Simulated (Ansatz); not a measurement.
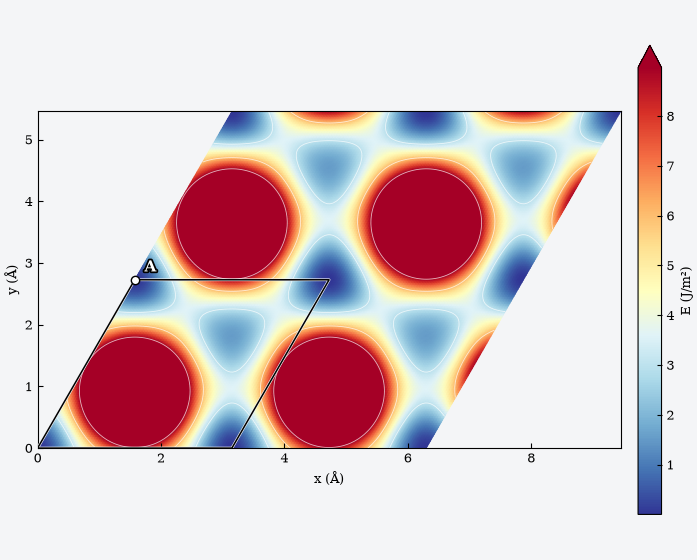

MoS2 (P-6m2, No. 187; 6 atoms in the cell). 
- Gamma surface: rigid slide across a plane, one fault a cell; the plane is (0 0 1) of the conventional cell, and the faces at the cut hold S and Mo.
- Places are given modulo a cell vector. The map is drawn in real space over the plane of the slide.
- Nothing is relaxed (rigid halves, spacing across the cut fixed).
- The scan uses a 12 × 12 grid; 31 points were computed and 113 follow by symmetry.
- Energies are in J/m², from the lowest grid point.
- The band gap closes in part of the range.
- Level of theory: DFT PBE+D3(BJ), scalar-relativistic, plane waves, PAW (Ansatz 0.2.0). Settings: cutoff 420 eV, k-mesh 10×10×2 in the order of the run's cell vectors, gaussian smearing 0.05 eV, no spin polarisation.

The picture shows a smooth colour map with a few white contour lines, the outline of one cell of the 2 × 2 shown, one colour for all values above the top of the scale, the point A. Between grid points the surface is interpolated.

**Find the lowest pass out of the well at A.**

The easiest path leads from the well at (0/12, 0/12) of the cell vectors to the well at (8/12, 8/12) of the cell vectors, about 1.5 J/m² higher. Its highest point lies about 3.6 J/m² above the bottom of the first well on the interpolated surface, at about (0.35, 0.82) of the cell vectors. Seen from the upper well the barrier is about 2.1 J/m². The start is the relaxed structure and all else is held, so a fully relaxed path at this level can only be lower.

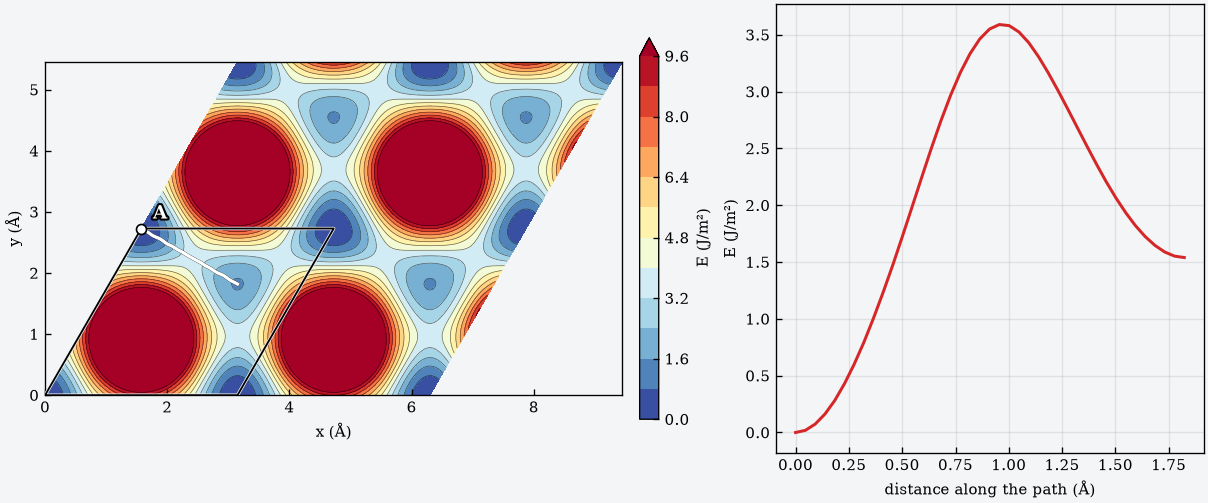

Drawn: filled contours, a line along the lowest path, the outline of one cell of the 2 × 2 shown, one colour for all values above the top of the scale, the energy along the path at the right. Between grid points the surface is interpolated.

PAW datasets: the set soft_1.
